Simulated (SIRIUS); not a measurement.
System: Cr, space group Cmcm (No. 63).

The given structure:
```xyz
2
Lattice="1.1471 -2.4670 0.0000 1.1471 2.4670 0.0000 0.0000 0.0000 4.0643" Properties=species:S:1:pos:R:3 pbc="T T T"
Cr    1.1471   -1.8282    3.0482
Cr    1.1471    1.8282    1.0161
```

How it was computed, with SIRIUS 7.12.0: all-electron LAPW DFT, collinear spins; energies at scaled volumes of the given cell, shape and fractions fixed, counted from the fit's minimum, third-order Birch-Murnaghan fit. Level: PBEsol, collinear spin.

k mesh 13×13×7; occupations Fermi–Dirac; smearing width 0.05 eV; potentials all electron FP LAPW; program settings basis apw+lo standard, gk cutoff 4.21 1/bohr, pw cutoff 22 1/bohr.

Describe the result: the energy against volume. The volume takes the values 10.81, 11.04, 11.27, 11.50, 11.73, 11.96, 12.19 Å³/atom.

A third-order Birch–Murnaghan fit gives V0 = 11.41 Å³/atom, B0 = 260 GPa and B′ = 4.3. The energy is 28.31 meV/atom at volume 10.81 Å³/atom and 38.47 meV/atom at 12.19 Å³/atom; the lowest computed point is at volume 11.50 Å³/atom (0.56 meV/atom).

```
volume (Å³/atom)  energy (meV/atom)
           10.81              28.31
           11.04              10.38
           11.27               1.44
           11.50               0.56
           11.73               6.92
           11.96              19.75
           12.19              38.47
```

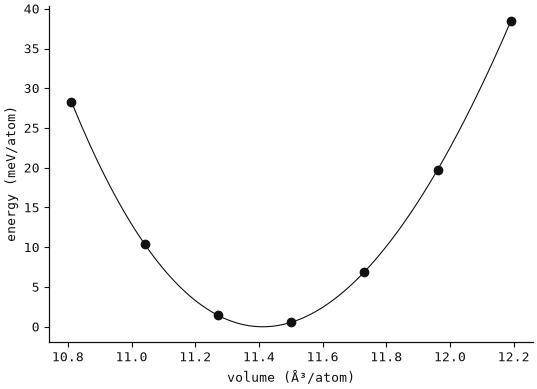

Limits of the calculation: shape and atomic fractions are frozen while scaling, which makes layered, chain and framework solids too stiff.
